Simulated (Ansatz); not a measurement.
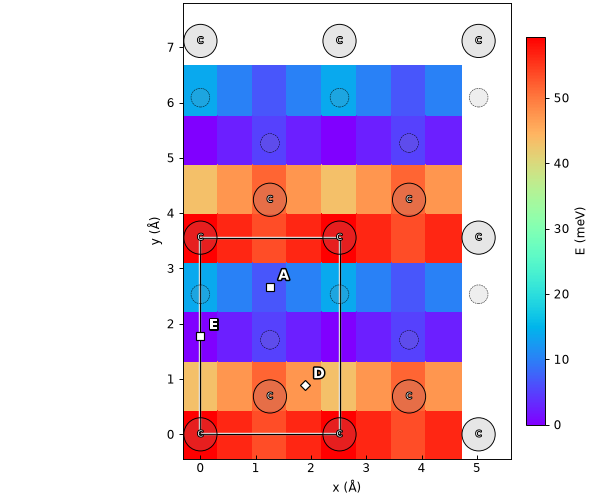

CO on a C(110) slab cut from the Fd-3m phase, its upper half relaxed before the scan (20 atoms of substrate and one adsorbate in a 2 × 1 cell). CO (O end down) is moved over the surface cell at a fixed height above a rigid substrate; the origin of the map has the adsorbate above C17; the height is held at 2.90 Å. Places are given modulo a cell vector. The map is drawn in real space over the plane of the surface. Grid: 4 × 4 points; 12 points were computed and 4 follow by symmetry. Places are given in fractions of the 1 × 1 surface cell. Energies: meV, counted from the lowest grid point. At a fixed height the lowest place need not be the adsorption site. The calculation used DFT PBE+D3(BJ), scalar-relativistic, plane waves, PAW in Ansatz 0.2.0. Settings: cutoff 420 eV, k-mesh 5×8×1, gaussian smearing 0.05 eV, no spin polarisation.

The picture shows one coloured cell a grid point, labelled circles for the atoms of the top layer and small ones for the second layer, the outline of one cell of the 2 × 2 shown, lettered points.

Is A the lowest point of the computed grid?

No. A lies 6.6 meV above the lowest grid point, which is at (0/4, 2/4) of the cell vectors.

Rank the lettered points by energy, lowest first.

E (0.0 meV), A (6.6 meV), D (47.5 meV).

PAW datasets: the set soft_1.
